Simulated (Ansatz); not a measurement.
The Ansatz input:

```
crystal:
  lattice:
    - [3.3614136302, 0.0, 0.0]
    - [-1.6807068151, 4.6665806838, 0.0]
    - [0.0, 0.0, 28.6760351336]
  atoms:
    - { symbol: As, position: [0.3339346666, 0.6678693332, 0.2964147575] }
    - { symbol: As, position: [0.0746752989, 0.1493505979, 0.3097806753] }
    - { symbol: Nb, position: [0.4855068743, 0.9710137487, 0.3749902282] }
    - { symbol: As, position: [0.7695803228, 0.5391606456, 0.395633243] }
    - { symbol: As, position: [0.0476396083, 0.0952792166, 0.4467522087] }
    - { symbol: Nb, position: [0.3317130568, 0.6634261135, 0.4673952236] }
    - { symbol: As, position: [0.7425446322, 0.4850892643, 0.5326047764] }
    - { symbol: As, position: [0.4832852645, 0.966570529, 0.5459706942] }
    - { symbol: Nb, position: [0.8941168399, 0.7882336798, 0.6111802471] }
    - { symbol: As, position: [0.1781902883, 0.3563805767, 0.6318232619] }
    - { symbol: As, position: [0.4562495739, 0.9124991477, 0.6829422277] }
    - { symbol: Nb, position: [0.7403230223, 0.4806460446, 0.7035852425] }
basis:
  ecutwfc: 420
kpoints:
  mp_grid: { grid: [9, 6, 1] }
hamiltonian:
  xc: pbesol
scf:
  occupations: { method: gaussian, width: 0.1 }
output:
  forces: true
  eigenvalues: true
  write_density: true
  write_potential: true
  elf: true
  volumetric_format: npy
relax:
  adjacent_minimum: "off"
  f_tol: 0.03
  max_steps: 70
  constraints: [{ sites: [0, 1, 2, 3, 4, 5] }]
efield:
  axis: 3
  dipole_correction: true
  ramp_width: 0.04
```

Command:
```bash
ansatz run input.yaml --threads 4 --pin off --max-ram 10240MiB --backend cpu --events-out ev --progress --plain --runs-dir out
```

What does the potential across the slab give for the work function?

The work function is 4.03 eV at the right face and 5.43 eV at the left. The vacuum level is 1.40 eV higher at the left than at the right, so the slab carries a dipole along its normal; the ramp in the vacuum, at or near the edge of the plot, is the dipole correction that keeps each side flat. Some atoms were held fixed in the relaxation, which can itself make the faces differ. The outermost atoms are 11.4 Å apart, which leaves 17.3 Å of vacuum in a cell 28.7 Å high.

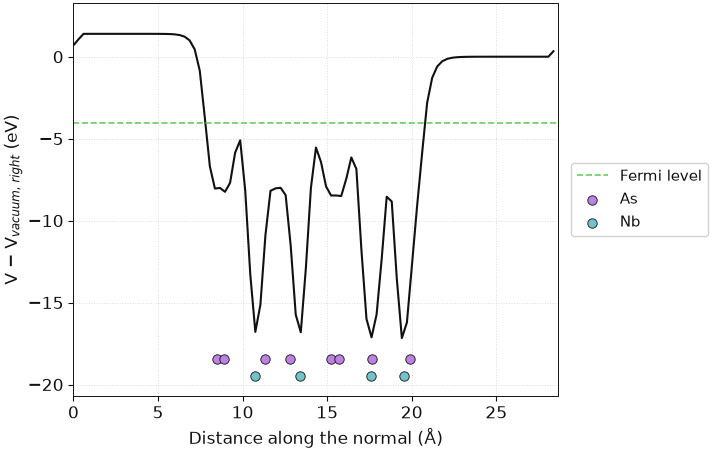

Plane-averaged electrostatic potential energy of an electron across the slab; circles at the bottom mark the heights of the atoms (positions after relaxation).
